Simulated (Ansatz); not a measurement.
System: a (110) slab cut from InAs (F-43m), ended by InAs planes, 16 atoms in the cell. Starting structure of the relaxation:

```cif
data_structure
_symmetry_space_group_name_H-M 'P 1'
_symmetry_Int_Tables_number 1
_cell_length_a 8.6439
_cell_length_b 6.1121
_cell_length_c 22.4829
_cell_angle_alpha 90.000
_cell_angle_beta 90.000
_cell_angle_gamma 90.000
_cell_volume 1187.83
loop_
_atom_site_label
_atom_site_type_symbol
_atom_site_fract_x
_atom_site_fract_y
_atom_site_fract_z
_atom_site_occupancy
In1 In 0.25000 0.50000 0.35583 1
In2 In 0.75000 0.50000 0.35583 1
As1 As 0.50000 0.25000 0.35583 1
As2 As 0.00000 0.25000 0.35583 1
In3 In 0.50000 0.00000 0.45194 1
In4 In 0.00000 0.00000 0.45194 1
As3 As 0.75000 0.75000 0.45194 1
As4 As 0.25000 0.75000 0.45194 1
In5 In 0.75000 0.50000 0.54806 1
In6 In 0.25000 0.50000 0.54806 1
As5 As 0.00000 0.25000 0.54806 1
As6 As 0.50000 0.25000 0.54806 1
In7 In 0.00000 0.00000 0.64417 1
In8 In 0.50000 0.00000 0.64417 1
As7 As 0.25000 0.75000 0.64417 1
As8 As 0.75000 0.75000 0.64417 1
```

Level of theory: DFT PBE+D3(BJ), scalar-relativistic, plane waves, PAW, no spin polarisation, 2×3×1 k mesh, 420 eV cutoff; code Ansatz 0.2.0.

What does the potential across the slab give for the band edges against vacuum?

From the vacuum level at the right face the ionisation potential is 4.78 eV and the electron affinity 4.30 eV; at the left face they are 4.61 and 4.13 eV. The slab's gap, their difference before rounding, is 0.49 eV. The vacuum levels differ by 0.17 eV, so the slab carries a dipole along its normal. Some atoms were held fixed in the relaxation, which can itself make the faces differ. The outermost atoms are 6.8 Å apart, which leaves 15.7 Å of vacuum in a cell 22.5 Å high.

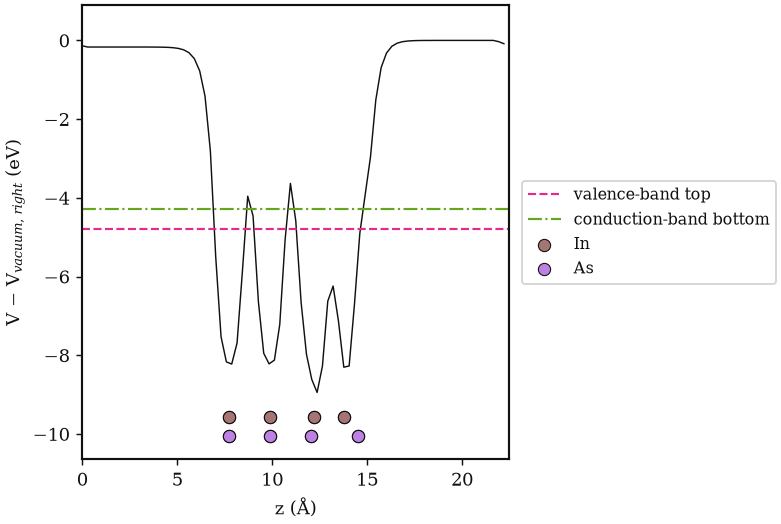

Plane-averaged electrostatic potential energy of an electron across the slab; circles at the bottom mark the heights of the atoms (positions after relaxation).
